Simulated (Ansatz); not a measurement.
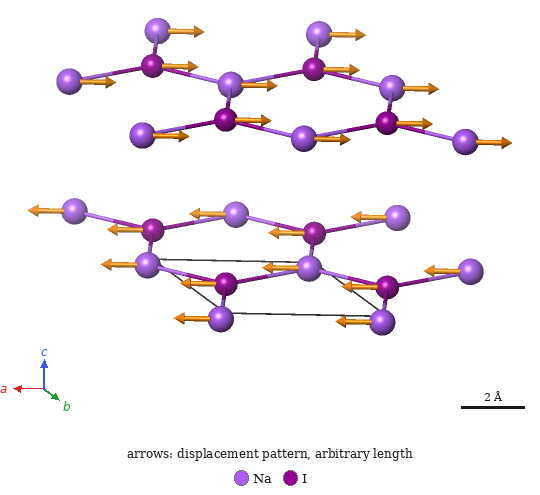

One vibrational mode of a free-standing layer of NaI (a generated structure) at the zone centre. The orange arrows are the displacements of the atoms (eigenvector over the root of the mass), of arbitrary overall length and sign. The picture is a ball-and-stick view of the cell of the calculation, outlined in the plane, without the vacuum, seen from a free direction.

The calculation used DFT PBE, scalar-relativistic, plane waves, PAW in Ansatz. Set-up: plane-wave cutoff 420 eV; k-point mesh 6 × 6 × 1; occupations fixed; no spin polarisation.

Frequencies are those without the non-analytic (LO–TO) term.

### What mode is this, and where does it lie in the spectrum?

This is the E_g mode (doubly degenerate; one member of the set is drawn) at 4i cm⁻¹, the lowest optical level, Raman-active by symmetry. All motion is along a of the drawn cell; whole layers move rigidly against one another; the kinetic energy is shared as I 85 %, Na 15 %. The frequency is so near zero that its sign isn't certain.
